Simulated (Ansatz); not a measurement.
## Run report: SiO2, geometry relaxation (part 3 of 3)

SiO2 (R-3m, 36 atoms in the cell); DFT, PBE, plane-wave PAW, default files, scalar-relativistic, no spin polarisation (Ansatz 0.2.0); cutoff 420 eV, 3×3×3 k-mesh, Fermi–Dirac smearing of 0.02 eV. Its volume is 0.95 times that of the source entry. It belongs to a series of runs on one base structure; here: volume scaled by 0.95, ions relaxed.

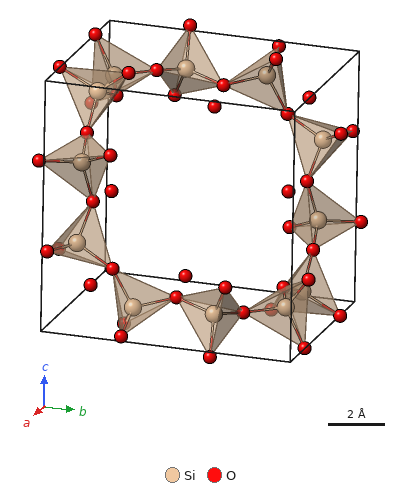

Figure 1. The geometry at step 4 of the log (polyhedral view of the cell of the calculation, seen slightly off an axis; polyhedra are completed across the faces of the cell).

## File populations.tsv
```
# site	symbol	l	j	q
# orbitals = lowdin
# n_electrons = 192.000000
# spilling = 0.014009
0	Si	0_3S	-	0.683871
0	Si	1_3P	-	1.506087
1	Si	0_3S	-	0.683871
1	Si	1_3P	-	1.506087
2	Si	0_3S	-	0.683871
2	Si	1_3P	-	1.506087
3	Si	0_3S	-	0.683871
3	Si	1_3P	-	1.506087
4	Si	0_3S	-	0.683871
4	Si	1_3P	-	1.506087
5	Si	0_3S	-	0.683871
5	Si	1_3P	-	1.506087
6	Si	0_3S	-	0.683871
6	Si	1_3P	-	1.506087
7	Si	0_3S	-	0.683871
7	Si	1_3P	-	1.506087
8	Si	0_3S	-	0.683871
8	Si	1_3P	-	1.506087
9	Si	0_3S	-	0.683871
9	Si	1_3P	-	1.506087
10	Si	0_3S	-	0.683871
10	Si	1_3P	-	1.506087
11	Si	0_3S	-	0.683871
11	Si	1_3P	-	1.506087
12	O	0_2S	-	1.601780
12	O	1_2P	-	5.194973
13	O	0_2S	-	1.601780
13	O	1_2P	-	5.194973
14	O	0_2S	-	1.601780
14	O	1_2P	-	5.194973
15	O	0_2S	-	1.601780
15	O	1_2P	-	5.194973
16	O	0_2S	-	1.601780
16	O	1_2P	-	5.194973
17	O	0_2S	-	1.601780
17	O	1_2P	-	5.194973
18	O	0_2S	-	1.600903
18	O	1_2P	-	5.201113
19	O	0_2S	-	1.600903
19	O	1_2P	-	5.201113
20	O	0_2S	-	1.600903
20	O	1_2P	-	5.201113
21	O	0_2S	-	1.600903
21	O	1_2P	-	5.201113
22	O	0_2S	-	1.600903
22	O	1_2P	-	5.201113
23	O	0_2S	-	1.600903
23	O	1_2P	-	5.201113
24	O	0_2S	-	1.591484
24	O	1_2P	-	5.200155
25	O	0_2S	-	1.591484
25	O	1_2P	-	5.200155
26	O	0_2S	-	1.591484
26	O	1_2P	-	5.200155
27	O	0_2S	-	1.591484
27	O	1_2P	-	5.200155
28	O	0_2S	-	1.591484
28	O	1_2P	-	5.200155
29	O	0_2S	-	1.591484
29	O	1_2P	-	5.200155
30	O	0_2S	-	1.614669
30	O	1_2P	-	5.166707
31	O	0_2S	-	1.614669
31	O	1_2P	-	5.166707
32	O	0_2S	-	1.614669
32	O	1_2P	-	5.166707
33	O	0_2S	-	1.614669
33	O	1_2P	-	5.166707
34	O	0_2S	-	1.614669
34	O	1_2P	-	5.166707
35	O	0_2S	-	1.614669
35	O	1_2P	-	5.166707
```

## Trajectory as extended XYZ (Å, eV, eV/Å), 7 frames, from step=1 to step=7
```
36
Lattice="6.6832 3.8586 4.8615 -6.6832 3.8586 4.8615 0.0000 -7.7171 4.8615" Properties=species:S:1:pos:R:3:forces:R:3 step=1 energy=-21287.60391
Si    1.5295   -5.0577    6.3925   -0.0134   0.0575   0.0452
Si   -5.1449    1.2043    6.3925    0.0565  -0.0171   0.0452
Si    3.6154    3.8535    6.3925   -0.0431  -0.0403   0.0452
Si   -5.1449   -1.2043    8.1919    0.0565   0.0171  -0.0452
Si    1.5295    5.0577    8.1919   -0.0134  -0.0575  -0.0452
Si    3.6154   -3.8535    8.1919   -0.0431   0.0403  -0.0452
Si   -1.5295    5.0577    8.1919    0.0134  -0.0575  -0.0452
Si    5.1449   -1.2043    8.1919   -0.0565   0.0171  -0.0452
Si   -3.6154   -3.8535    8.1919    0.0431   0.0403  -0.0452
Si    5.1449    1.2043    6.3925   -0.0565  -0.0171   0.0452
Si   -1.5295   -5.0577    6.3925    0.0134   0.0575   0.0452
Si   -3.6154    3.8535    6.3925    0.0431  -0.0403   0.0452
O     1.7585   -4.6714    4.8615    0.2507   0.4343   0.0000
O    -4.9248    0.8128    4.8615    0.2507  -0.4343   0.0000
O     3.1663    3.8586    4.8615   -0.5015   0.0000   0.0000
O     4.9248    0.8128    4.8615   -0.2507  -0.4343   0.0000
O    -1.7585   -4.6714    4.8615   -0.2507   0.4343   0.0000
O    -3.1663    3.8586    4.8615    0.5015   0.0000   0.0000
O    -2.0161   -1.1640   12.7700    0.3082   0.1779  -0.3076
O     0.0000    2.3280   12.7700    0.0000  -0.3558  -0.3076
O     2.0161   -1.1640   12.7700   -0.3082   0.1779  -0.3076
O     0.0000   -2.3280    1.8145    0.0000   0.3558   0.3076
O    -2.0161    1.1640    1.8145    0.3082  -0.1779   0.3076
O     2.0161    1.1640    1.8145   -0.3082  -0.1779   0.3076
O    -4.2873    2.4753    6.7912    0.0937  -0.0541   0.4513
O     0.0000   -4.9506    6.7912    0.0000   0.1082   0.4513
O     4.2873    2.4753    6.7912   -0.0937  -0.0541   0.4513
O    -4.2873   -2.4753    7.7932    0.0937   0.0541  -0.4513
O     4.2873   -2.4753    7.7932   -0.0937   0.0541  -0.4513
O     0.0000    4.9506    7.7932    0.0000  -0.1082  -0.4513
O    -2.3189    4.0164    7.2922    0.2972  -0.5147   0.0000
O    -2.3189   -4.0164    7.2922    0.2972   0.5147   0.0000
O     4.6377    0.0000    7.2922   -0.5944   0.0000   0.0000
O     2.3189   -4.0164    7.2922   -0.2972   0.5147   0.0000
O     2.3189    4.0164    7.2922   -0.2972  -0.5147   0.0000
O    -4.6377    0.0000    7.2922    0.5944   0.0000   0.0000
36
Lattice="6.6832 3.8586 4.8615 -6.6832 3.8586 4.8615 0.0000 -7.7171 4.8615" Properties=species:S:1:pos:R:3:forces:R:3 step=2 energy=-21287.71978
Si    1.5288   -5.0525    6.3961    0.0278  -0.0771  -0.0644
Si   -5.1400    1.2022    6.3961   -0.0807   0.0144  -0.0644
Si    3.6112    3.8502    6.3961    0.0528   0.0627  -0.0644
Si   -5.1400   -1.2022    8.1883   -0.0807  -0.0144   0.0644
Si    1.5288    5.0525    8.1883    0.0278   0.0771   0.0644
Si    3.6112   -3.8502    8.1883    0.0528  -0.0627   0.0644
Si   -1.5288    5.0525    8.1883   -0.0278   0.0771   0.0644
Si    5.1400   -1.2022    8.1883    0.0807  -0.0144   0.0644
Si   -3.6112   -3.8502    8.1883   -0.0528  -0.0627   0.0644
Si    5.1400    1.2022    6.3961    0.0807   0.0144  -0.0644
Si   -1.5288   -5.0525    6.3961   -0.0278  -0.0771  -0.0644
Si   -3.6112    3.8502    6.3961   -0.0528   0.0627  -0.0644
O     1.7627   -4.6641    4.8615    0.1773   0.3070   0.0000
O    -4.9206    0.8055    4.8615    0.1773  -0.3070   0.0000
O     3.1579    3.8586    4.8615   -0.3545   0.0000   0.0000
O     4.9206    0.8055    4.8615   -0.1773  -0.3070   0.0000
O    -1.7627   -4.6641    4.8615   -0.1773   0.3070   0.0000
O    -3.1579    3.8586    4.8615    0.3545   0.0000   0.0000
O    -2.0160   -1.1639   12.7609    0.2134   0.1232  -0.2272
O     0.0000    2.3279   12.7609    0.0000  -0.2464  -0.2272
O     2.0160   -1.1639   12.7609   -0.2134   0.1232  -0.2272
O     0.0000   -2.3279    1.8236    0.0000   0.2464   0.2272
O    -2.0160    1.1639    1.8236    0.2134  -0.1232   0.2272
O     2.0160    1.1639    1.8236   -0.2134  -0.1232   0.2272
O    -4.2810    2.4716    6.8005    0.0570  -0.0329   0.3755
O     0.0000   -4.9433    6.8005    0.0000   0.0659   0.3755
O     4.2810    2.4716    6.8005   -0.0570  -0.0329   0.3755
O    -4.2810   -2.4716    7.7840    0.0570   0.0329  -0.3755
O     4.2810   -2.4716    7.7840   -0.0570   0.0329  -0.3755
O     0.0000    4.9433    7.7840    0.0000  -0.0659  -0.3755
O    -2.3109    4.0025    7.2922    0.2655  -0.4598   0.0000
O    -2.3109   -4.0025    7.2922    0.2655   0.4598   0.0000
O     4.6217    0.0000    7.2922   -0.5309   0.0000   0.0000
O     2.3109   -4.0025    7.2922   -0.2655   0.4598   0.0000
O     2.3109    4.0025    7.2922   -0.2655  -0.4598   0.0000
O    -4.6217    0.0000    7.2922    0.5309   0.0000   0.0000
36
Lattice="6.6832 3.8586 4.8615 -6.6832 3.8586 4.8615 0.0000 -7.7171 4.8615" Properties=species:S:1:pos:R:3:forces:R:3 step=3 energy=-21287.89225
Si    1.5271   -5.0444    6.4041    0.1115   0.0432  -0.0408
Si   -5.1322    1.1997    6.4041   -0.0184  -0.1182  -0.0408
Si    3.6050    3.8447    6.4041   -0.0931   0.0750  -0.0408
Si   -5.1322   -1.1997    8.1803   -0.0184   0.1182   0.0408
Si    1.5271    5.0444    8.1803    0.1115  -0.0432   0.0408
Si    3.6050   -3.8447    8.1803   -0.0931  -0.0750   0.0408
Si   -1.5271    5.0444    8.1803   -0.1115  -0.0432   0.0408
Si    5.1322   -1.1997    8.1803    0.0184   0.1182   0.0408
Si   -3.6050   -3.8447    8.1803    0.0931  -0.0750   0.0408
Si    5.1322    1.1997    6.4041    0.0184  -0.1182  -0.0408
Si   -1.5271   -5.0444    6.4041   -0.1115   0.0432  -0.0408
Si   -3.6050    3.8447    6.4041    0.0931   0.0750  -0.0408
O     1.7729   -4.6464    4.8615   -0.0388  -0.0673   0.0000
O    -4.9104    0.7879    4.8615   -0.0388   0.0673   0.0000
O     3.1375    3.8586    4.8615    0.0777   0.0000   0.0000
O     4.9104    0.7879    4.8615    0.0388   0.0673   0.0000
O    -1.7729   -4.6464    4.8615    0.0388  -0.0673   0.0000
O    -3.1375    3.8586    4.8615   -0.0777   0.0000   0.0000
O    -2.0134   -1.1625   12.7320   -0.0334  -0.0193  -0.0250
O     0.0000    2.3249   12.7320    0.0000   0.0386  -0.0250
O     2.0134   -1.1625   12.7320    0.0334  -0.0193  -0.0250
O     0.0000   -2.3249    1.8525    0.0000  -0.0386   0.0250
O    -2.0134    1.1625    1.8525   -0.0334   0.0193   0.0250
O     2.0134    1.1625    1.8525    0.0334   0.0193   0.0250
O    -4.2685    2.4644    6.8343   -0.0889   0.0513   0.0587
O     0.0000   -4.9288    6.8343    0.0000  -0.1027   0.0587
O     4.2685    2.4644    6.8343    0.0889   0.0513   0.0587
O    -4.2685   -2.4644    7.7502   -0.0889  -0.0513  -0.0587
O     4.2685   -2.4644    7.7502    0.0889  -0.0513  -0.0587
O     0.0000    4.9288    7.7502    0.0000   0.1027  -0.0587
O    -2.2824    3.9532    7.2922    0.0190  -0.0329   0.0000
O    -2.2824   -3.9532    7.2922    0.0190   0.0329   0.0000
O     4.5648    0.0000    7.2922   -0.0380   0.0000   0.0000
O     2.2824   -3.9532    7.2922   -0.0190   0.0329   0.0000
O     2.2824    3.9532    7.2922   -0.0190  -0.0329   0.0000
O    -4.5648    0.0000    7.2922    0.0380   0.0000   0.0000
36
Lattice="6.6832 3.8586 4.8615 -6.6832 3.8586 4.8615 0.0000 -7.7171 4.8615" Properties=species:S:1:pos:R:3:forces:R:3 step=4 energy=-21287.89732
Si    1.5300   -5.0435    6.4051   -0.0742   0.0502  -0.0430
Si   -5.1328    1.1967    6.4051    0.0805   0.0392  -0.0430
Si    3.6028    3.8468    6.4051   -0.0063  -0.0894  -0.0430
Si   -5.1328   -1.1967    8.1794    0.0805  -0.0392   0.0430
Si    1.5300    5.0435    8.1794   -0.0742  -0.0502   0.0430
Si    3.6028   -3.8468    8.1794   -0.0063   0.0894   0.0430
Si   -1.5300    5.0435    8.1794    0.0742  -0.0502   0.0430
Si    5.1328   -1.1967    8.1794   -0.0805  -0.0392   0.0430
Si   -3.6028   -3.8468    8.1794    0.0063   0.0894   0.0430
Si    5.1328    1.1967    6.4051   -0.0805   0.0392  -0.0430
Si   -1.5300   -5.0435    6.4051    0.0742   0.0502  -0.0430
Si   -3.6028    3.8468    6.4051    0.0063  -0.0894  -0.0430
O     1.7730   -4.6463    4.8615   -0.0421  -0.0730   0.0000
O    -4.9103    0.7877    4.8615   -0.0421   0.0730   0.0000
O     3.1373    3.8586    4.8615    0.0843   0.0000   0.0000
O     4.9103    0.7877    4.8615    0.0421   0.0730   0.0000
O    -1.7730   -4.6463    4.8615    0.0421  -0.0730   0.0000
O    -3.1373    3.8586    4.8615   -0.0843   0.0000   0.0000
O    -2.0176   -1.1649   12.7293   -0.0433  -0.0250  -0.0271
O     0.0000    2.3297   12.7293    0.0000   0.0500  -0.0271
O     2.0176   -1.1649   12.7293    0.0433  -0.0250  -0.0271
O     0.0000   -2.3297    1.8552    0.0000  -0.0500   0.0271
O    -2.0176    1.1649    1.8552   -0.0433   0.0250   0.0271
O     2.0176    1.1649    1.8552    0.0433   0.0250   0.0271
O    -4.2699    2.4652    6.8387   -0.1103   0.0637  -0.0187
O     0.0000   -4.9304    6.8387    0.0000  -0.1273  -0.0187
O     4.2699    2.4652    6.8387    0.1103   0.0637  -0.0187
O    -4.2699   -2.4652    7.7457   -0.1103  -0.0637   0.0187
O     4.2699   -2.4652    7.7457    0.1103  -0.0637   0.0187
O     0.0000    4.9304    7.7457    0.0000   0.1273   0.0187
O    -2.2802    3.9494    7.2922    0.0230  -0.0399   0.0000
O    -2.2802   -3.9494    7.2922    0.0230   0.0399   0.0000
O     4.5604    0.0000    7.2922   -0.0461   0.0000   0.0000
O     2.2802   -3.9494    7.2922   -0.0230   0.0399   0.0000
O     2.2802    3.9494    7.2922   -0.0230  -0.0399   0.0000
O    -4.5604    0.0000    7.2922    0.0461   0.0000   0.0000
36
Lattice="6.6832 3.8586 4.8615 -6.6832 3.8586 4.8615 0.0000 -7.7171 4.8615" Properties=species:S:1:pos:R:3:forces:R:3 step=5 energy=-21288.00913
Si    1.5345   -5.0326    6.4227   -0.0366  -0.0603   0.0066
Si   -5.1256    1.1874    6.4227   -0.0339   0.0619   0.0066
Si    3.5911    3.8452    6.4227    0.0706  -0.0016   0.0066
Si   -5.1256   -1.1874    8.1617   -0.0339  -0.0619  -0.0066
Si    1.5345    5.0326    8.1617   -0.0366   0.0603  -0.0066
Si    3.5911   -3.8452    8.1617    0.0706   0.0016  -0.0066
Si   -1.5345    5.0326    8.1617    0.0366   0.0603  -0.0066
Si    5.1256   -1.1874    8.1617    0.0339  -0.0619  -0.0066
Si   -3.5911   -3.8452    8.1617   -0.0706   0.0016  -0.0066
Si    5.1256    1.1874    6.4227    0.0339   0.0619   0.0066
Si   -1.5345   -5.0326    6.4227    0.0366  -0.0603   0.0066
Si   -3.5911    3.8452    6.4227   -0.0706  -0.0016   0.0066
O     1.7450   -4.6947    4.8615    0.0518   0.0897   0.0000
O    -4.9382    0.8361    4.8615    0.0518  -0.0897   0.0000
O     3.1932    3.8586    4.8615   -0.1035   0.0000   0.0000
O     4.9382    0.8361    4.8615   -0.0518  -0.0897   0.0000
O    -1.7450   -4.6947    4.8615   -0.0518   0.0897   0.0000
O    -3.1932    3.8586    4.8615    0.1035   0.0000   0.0000
O    -2.1050   -1.2153   12.6730   -0.0768  -0.0443  -0.0959
O     0.0000    2.4306   12.6730    0.0000   0.0887  -0.0959
O     2.1050   -1.2153   12.6730    0.0768  -0.0443  -0.0959
O     0.0000   -2.4306    1.9115    0.0000  -0.0887   0.0959
O    -2.1050    1.2153    1.9115   -0.0768   0.0443   0.0959
O     2.1050    1.2153    1.9115    0.0768   0.0443   0.0959
O    -4.3464    2.5094    6.8613   -0.0097   0.0056  -0.0324
O     0.0000   -5.0188    6.8613    0.0000  -0.0112  -0.0324
O     4.3464    2.5094    6.8613    0.0097   0.0056  -0.0324
O    -4.3464   -2.5094    7.7231   -0.0097  -0.0056   0.0324
O     4.3464   -2.5094    7.7231    0.0097  -0.0056   0.0324
O     0.0000    5.0188    7.7231    0.0000   0.0112   0.0324
O    -2.2419    3.8830    7.2922    0.0173  -0.0300   0.0000
O    -2.2419   -3.8830    7.2922    0.0173   0.0300   0.0000
O     4.4837    0.0000    7.2922   -0.0346   0.0000   0.0000
O     2.2419   -3.8830    7.2922   -0.0173   0.0300   0.0000
O     2.2419    3.8830    7.2922   -0.0173  -0.0300   0.0000
O    -4.4837    0.0000    7.2922    0.0346   0.0000   0.0000
36
Lattice="6.6832 3.8586 4.8615 -6.6832 3.8586 4.8615 0.0000 -7.7171 4.8615" Properties=species:S:1:pos:R:3:forces:R:3 step=6 energy=-21288.04894
Si    1.5441   -5.0224    6.4226   -0.0363  -0.0060  -0.0243
Si   -5.1216    1.1739    6.4226    0.0129   0.0345  -0.0243
Si    3.5774    3.8484    6.4226    0.0234  -0.0284  -0.0243
Si   -5.1216   -1.1739    8.1619    0.0129  -0.0345   0.0243
Si    1.5441    5.0224    8.1619   -0.0363   0.0060   0.0243
Si    3.5774   -3.8484    8.1619    0.0234   0.0284   0.0243
Si   -1.5441    5.0224    8.1619    0.0363   0.0060   0.0243
Si    5.1216   -1.1739    8.1619   -0.0129  -0.0345   0.0243
Si   -3.5774   -3.8484    8.1619   -0.0234   0.0284   0.0243
Si    5.1216    1.1739    6.4226   -0.0129   0.0345  -0.0243
Si   -1.5441   -5.0224    6.4226    0.0363  -0.0060  -0.0243
Si   -3.5774    3.8484    6.4226   -0.0234  -0.0284  -0.0243
O     1.7567   -4.6745    4.8615    0.0161   0.0279   0.0000
O    -4.9265    0.8159    4.8615    0.0161  -0.0279   0.0000
O     3.1698    3.8586    4.8615   -0.0322   0.0000   0.0000
O     4.9265    0.8159    4.8615   -0.0161  -0.0279   0.0000
O    -1.7567   -4.6745    4.8615   -0.0161   0.0279   0.0000
O    -3.1698    3.8586    4.8615    0.0322   0.0000   0.0000
O    -2.1623   -1.2484   12.6523   -0.0153  -0.0089   0.0007
O     0.0000    2.4968   12.6523    0.0000   0.0177   0.0007
O     2.1623   -1.2484   12.6523    0.0153  -0.0089   0.0007
O     0.0000   -2.4968    1.9321    0.0000  -0.0177  -0.0007
O    -2.1623    1.2484    1.9321   -0.0153   0.0089  -0.0007
O     2.1623    1.2484    1.9321    0.0153   0.0089  -0.0007
O    -4.3839    2.5310    6.8314   -0.0290   0.0167   0.0170
O     0.0000   -5.0621    6.8314    0.0000  -0.0335   0.0170
O     4.3839    2.5310    6.8314    0.0290   0.0167   0.0170
O    -4.3839   -2.5310    7.7531   -0.0290  -0.0167  -0.0170
O     4.3839   -2.5310    7.7531    0.0290  -0.0167  -0.0170
O     0.0000    5.0621    7.7531    0.0000   0.0335  -0.0170
O    -2.2212    3.8473    7.2922   -0.0129   0.0224   0.0000
O    -2.2212   -3.8473    7.2922   -0.0129  -0.0224   0.0000
O     4.4425    0.0000    7.2922    0.0258   0.0000   0.0000
O     2.2212   -3.8473    7.2922    0.0129  -0.0224   0.0000
O     2.2212    3.8473    7.2922    0.0129   0.0224   0.0000
O    -4.4425    0.0000    7.2922   -0.0258   0.0000   0.0000
36
Lattice="6.6832 3.8586 4.8615 -6.6832 3.8586 4.8615 0.0000 -7.7171 4.8615" Properties=species:S:1:pos:R:3:forces:R:3 step=7 energy=-21288.05256
Si    1.5454   -5.0195    6.4182    0.0053  -0.0026  -0.0022
Si   -5.1197    1.1714    6.4182   -0.0049  -0.0033  -0.0022
Si    3.5743    3.8481    6.4182   -0.0004   0.0059  -0.0022
Si   -5.1197   -1.1714    8.1662   -0.0049   0.0033   0.0022
Si    1.5454    5.0195    8.1662    0.0053   0.0026   0.0022
Si    3.5743   -3.8481    8.1662   -0.0004  -0.0059   0.0022
Si   -1.5454    5.0195    8.1662   -0.0053   0.0026   0.0022
Si    5.1197   -1.1714    8.1662    0.0049   0.0033   0.0022
Si   -3.5743   -3.8481    8.1662    0.0004  -0.0059   0.0022
Si    5.1197    1.1714    6.4182    0.0049  -0.0033  -0.0022
Si   -1.5454   -5.0195    6.4182   -0.0053  -0.0026  -0.0022
Si   -3.5743    3.8481    6.4182    0.0004   0.0059  -0.0022
O     1.7664   -4.6576    4.8615    0.0011   0.0020   0.0000
O    -4.9168    0.7991    4.8615    0.0011  -0.0020   0.0000
O     3.1504    3.8586    4.8615   -0.0023   0.0000   0.0000
O     4.9168    0.7991    4.8615   -0.0011  -0.0020   0.0000
O    -1.7664   -4.6576    4.8615   -0.0011   0.0020   0.0000
O    -3.1504    3.8586    4.8615    0.0023   0.0000   0.0000
O    -2.1707   -1.2532   12.6639   -0.0039  -0.0022  -0.0005
O     0.0000    2.5065   12.6639    0.0000   0.0045  -0.0005
O     2.1707   -1.2532   12.6639    0.0039  -0.0022  -0.0005
O     0.0000   -2.5065    1.9206    0.0000  -0.0045   0.0005
O    -2.1707    1.2532    1.9206   -0.0039   0.0022   0.0005
O     2.1707    1.2532    1.9206    0.0039   0.0022   0.0005
O    -4.3967    2.5385    6.8225    0.0053  -0.0031   0.0003
O     0.0000   -5.0769    6.8225    0.0000   0.0062   0.0003
O     4.3967    2.5385    6.8225   -0.0053  -0.0031   0.0003
O    -4.3967   -2.5385    7.7620    0.0053   0.0031  -0.0003
O     4.3967   -2.5385    7.7620   -0.0053   0.0031  -0.0003
O     0.0000    5.0769    7.7620    0.0000  -0.0062  -0.0003
O    -2.2205    3.8460    7.2922   -0.0001   0.0002   0.0000
O    -2.2205   -3.8460    7.2922   -0.0001  -0.0002   0.0000
O     4.4410    0.0000    7.2922    0.0003   0.0000   0.0000
O     2.2205   -3.8460    7.2922    0.0001  -0.0002   0.0000
O     2.2205    3.8460    7.2922    0.0001   0.0002   0.0000
O    -4.4410    0.0000    7.2922   -0.0003   0.0000   0.0000
```

## Key numbers

| quantity | value |
| --- | --- |
| outcome | converged |
| space group (tolerance 0.01 Å) | R-3m (166) |
| electrons treated | 192 |
| free energy | −21288.0526 eV |
| Fermi energy | 1.287 eV |
| gap on the k-point mesh | 5.80 eV |
| pressure | 4.13 GPa |
| final volume | 752.20 Å³ |
| field gradient V_zz (10²¹ V/m²) | Si 0.86, Si 0.86, Si 0.86, Si 0.86, Si 0.86, Si 0.86, Si 0.86, Si 0.86 (the first 8 of 36 sites) |
| largest force (length of the vector) at the end | 0.006 eV/Å |
| final cell | a = 9.121 Å, b = 9.121 Å, c = 9.121 Å, α = 94.23°, β = 94.23°, γ = 94.23° |
| hardware | 4 threads of Arm Neoverse V2, 24 GiB of memory available, shared host |
| wall time | 61 s (CPU time 4 min) |
| peak memory | 2.5 GiB |

## Remarks

Warnings of the run: the SCF threshold is looser than advised for the printed stress.
